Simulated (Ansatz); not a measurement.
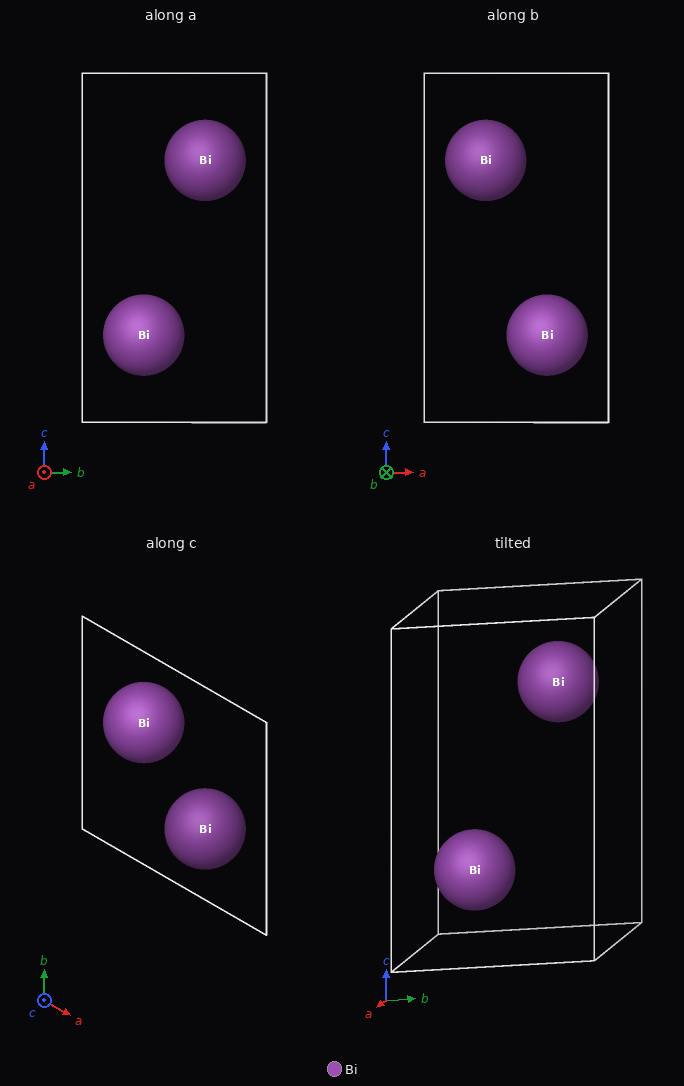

Shown here is a spheres-only view of the crystal, taken along the a axis, along the b axis, along the c axis and slightly off an axis. The parallelepiped is the conventional unit cell.

Lattice parameters: a = 3.5259 Å, b = 3.5259 Å, c = 5.7908 Å, α = 90.000°, β = 90.000°, γ = 120.000°.

Question: Transcribe the picture into a CIF with its space group and independent sites.

Answer:
```cif
data_structure
_symmetry_space_group_name_H-M 'P 63/m m c'
_symmetry_Int_Tables_number 194
_cell_length_a 3.5259
_cell_length_b 3.5259
_cell_length_c 5.7908
_cell_angle_alpha 90.000
_cell_angle_beta 90.000
_cell_angle_gamma 120.000
_cell_volume 62.35
loop_
_atom_site_label
_atom_site_type_symbol
_atom_site_symmetry_multiplicity
_atom_site_Wyckoff_symbol
_atom_site_fract_x
_atom_site_fract_y
_atom_site_fract_z
_atom_site_occupancy
Bi1 Bi 2 d 0.3333 0.6667 0.7500 1
```

The model was built from a structure type filled with this element by a generator (whether the element takes this form wasn't checked). Earlier steps of the study may have refined or changed the cell and positions. It was the input of a calculation with Ansatz.
